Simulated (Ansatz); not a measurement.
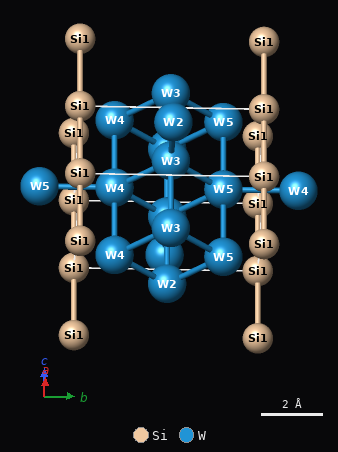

Starting structure of a crystal of SiW4 (a generated structure, set up in P4/mmm). The picture is a ball-and-stick view of the cell of the calculation, seen from a free direction.

Theory: Ansatz, DFT PBE, scalar-relativistic, plane waves, PAW.

The input:
```yaml
crystal:
  lattice:
    - [6.1327499105, 0.0, 0.0]
    - [0.0, 6.1327499105, 0.0]
    - [0.0, 0.0, 2.6153142673]
  atoms:
    - { symbol: Si, position: [0.0, 0.0, 0.0] }
    - { symbol: W, position: [0.2040800898, 0.5, 0.5] }
    - { symbol: W, position: [0.7959199102, 0.5, 0.5] }
    - { symbol: W, position: [0.5, 0.2040800898, 0.5] }
    - { symbol: W, position: [0.5, 0.7959199102, 0.5] }
basis:
  ecutwfc: 420
kpoints:
  mp_grid: { grid: [6, 6, 14] }
hamiltonian:
  xc: pbe
scf:
  occupations: { method: gaussian, width: 0.1 }
output:
  forces: true
  stress: true
  eigenvalues: true
relax:
  adjacent_minimum: "off"
  f_tol: 0.01
  max_steps: 80
  cell: { stress_tol: 0.05 }
```

Launched with:
```bash
ansatz run input.yaml --threads 1 --pin off --max-ram 2560MiB --backend cpu --events-out ev --progress --plain --runs-dir out
```

Question: Predict the outcome.

Answer: The energy falls by 3.1 meV per atom in 3 accepted moves (4 points after the start). The largest force component goes from 0.029 to 0.0051 eV/Å. Pressure: 1.08 GPa at the start and −0.01 GPa at the end. At 1 point the geometry stayed and the basis and grid were re-selected for the new cell (energy shift of less than 0.05 meV per atom at most each time). No atom moves by more than 0.005 Å relative to the cell. The drawn cell changes as follows: a = b 6.133 → 6.116 Å (−0.3 %), c 2.615 → 2.645 Å (+1.1 %); the volume changes by +0.6 %. Some distances before and after: W2–W2 2.615 → 2.645 Å, Si1–Si1 2.615 → 2.645 Å, W2–W3 2.503 → 2.495 Å, W2–W4 2.567 → 2.560 Å. The space group stays P4/mmm (No. 123). The run took 93 s on 1 thread of Arm Neoverse V1, with other jobs on the host, peak memory 0.49 GiB.

The structure at the end:

```
Si W
1.0
     6.11575    0.00000    0.00000
     0.00000    6.11575    0.00000
     0.00000    0.00000    2.64532
Si W
1 4
Cartesian
  6.1157 6.1157 0.0000
  1.2476 3.0579 1.3227
  4.8682 3.0579 1.3227
  3.0579 1.2476 1.3227
  3.0579 4.8682 1.3227
```

After the run, drawn alike:

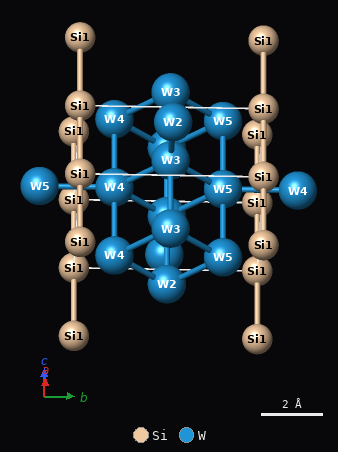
